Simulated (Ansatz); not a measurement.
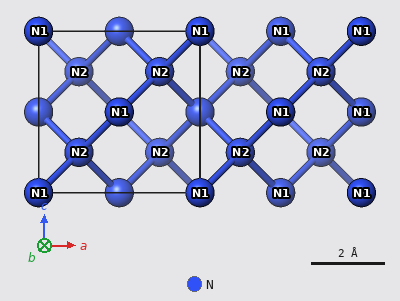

Starting structure of a crystal of N (a generated structure, set up in Fd-3m). The picture is a ball-and-stick view of the conventional cell (4 times the calculation's cell), repeated 2 × 1 × 1 with one cell outlined, seen along the b axis. Lengths and directions refer to the drawn axes.

Case: cell and atoms relaxed from a first guess.

The calculation used Ansatz, DFT, PBE, PAW with Ansatz's default frozen-core files, scalar-relativistic.

Input file:
```yaml
crystal:
  lattice:
    - [0.0, 2.2322827293, 2.2322827293]
    - [2.2322827293, 0.0, 2.2322827293]
    - [2.2322827293, 2.2322827293, 0.0]
  atoms:
    - { symbol: "N", position: [0.0, 0.0, 0.0] }
    - { symbol: "N", position: [0.25, 0.25, 0.25] }
kpoints:
  mp_grid: { grid: [13, 13, 13] }
scf:
  occupations: { method: fermi_dirac, width: 0.08 }
hamiltonian:
  xc: pbe
  pseudopotentials: { kind: paw }
output:
  forces: true
  stress: true
  write_density: true
  write_potential: true
  elf: true
  volumetric_format: npy
relax:
  f_tol: 0.005
  max_steps: 80
  cell: {}
```

Launched with:
```bash
ansatz run input.yaml --threads 1 --pin off --max-ram 2048MiB --backend cpu --events-out ev --progress --plain --runs-dir out
```

**What does the optimiser find from here?**

No atom moves by more than 0.005 Å relative to the cell. Cell: a = b = c 4.465 → 4.184 Å (−6.3 %). Volume −17.7 %. Some distances before and after: N1–N2 1.933 → 1.812 Å. The space group stays Fd-3m (No. 227). The energy falls by 153 meV per atom in 4 accepted moves (6 points after the start). All forces vanish by symmetry, so only the cell relaxes. The pressure goes from −21.39 to −0.01 GPa. The SCF was repeated twice at an unchanged geometry on a basis and grid sized afresh for the cell, which shifted the energy by 3.7 meV per atom at most.

The structure at the end:

```
CELL_PARAMETERS angstrom
0.00000 2.09207 2.09207
2.09207 0.00000 2.09207
2.09207 2.09207 0.00000
ATOMIC_POSITIONS crystal
N 0.00000 0.00000 0.00000
N 0.25000 0.25000 0.25000
```

After the run, drawn alike:

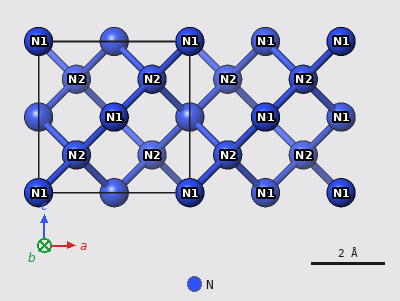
